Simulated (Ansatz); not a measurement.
Consider HPb8.

Input

```
crystal:
  lattice:
    - [7.4077718262, 1.0e-10, 0.0]
    - [-3.7038859132, 6.4153185869, 0.0]
    - [0.0, 0.0, 5.4875276102]
  atoms:
    - { symbol: Pb, position: [0.1681723327, 0.3363446654, 0.2509622434] }
    - { symbol: Pb, position: [0.1681723327, 0.8318276673, 0.2509622434] }
    - { symbol: Pb, position: [0.6666666667, 0.3333333333, 0.2375740674] }
    - { symbol: Pb, position: [0.6636553346, 0.8318276673, 0.2509622434] }
    - { symbol: Pb, position: [0.3363446654, 0.1681723327, 0.7490377566] }
    - { symbol: Pb, position: [0.3333333333, 0.6666666667, 0.7624259326] }
    - { symbol: Pb, position: [0.8318276673, 0.1681723327, 0.7490377566] }
    - { symbol: Pb, position: [0.8318276673, 0.6636553346, 0.7490377566] }
    - { symbol: H, position: [0.0, 0.0, 0.0] }
basis:
  ecutwfc: 420
kpoints:
  mp_grid: { grid: [6, 6, 6] }
hamiltonian:
  xc: pbe
scf:
  occupations: { method: gaussian, width: 0.1 }
output:
  forces: true
  stress: true
  eigenvalues: true
  write_density: true
  write_potential: true
  elf: true
  volumetric_format: npy
relax:
  adjacent_minimum: "off"
  f_tol: 0.025
  max_steps: 70
  cell: { stress_tol: 0.12 }
```

Run with:

```sh
ansatz run input.yaml --threads 2 --pin off --max-ram 5120MiB --backend cpu --events-out ev --progress --plain --runs-dir out
```

Below, planes, directions and counts refer to the conventional cell (a = 7.15 Å, b = 7.15 Å, c = 5.85 Å, α = 90.00°, β = 90.00°, γ = 120.00°).

The fields are those of the run's last geometry, not of the input's.

Space group P-3m1; computed without spin polarisation.

Method: DFT PBE, scalar-relativistic, plane waves, PAW in Ansatz.

> What will maps of the valence pseudo-density and electron localisation function show?

Pb–H (2.55 Å): ρ at the midpoint is about 0.26 e/Å³; the ELF climbs to about 1 towards the hydrogen.

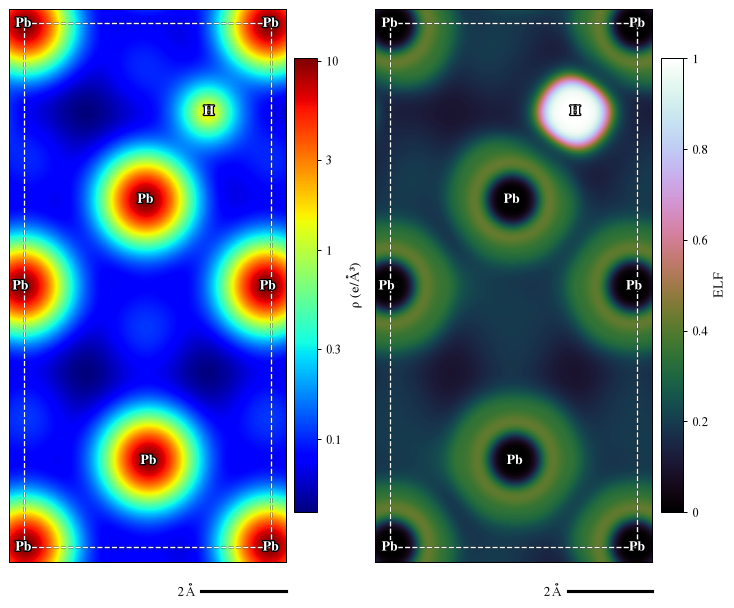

Computed valence pseudo-density and electron localisation function on the (110) plane of the conventional cell, in this order. 

In a PAW calculation such maps are meaningful between the atoms, not at the nuclei.
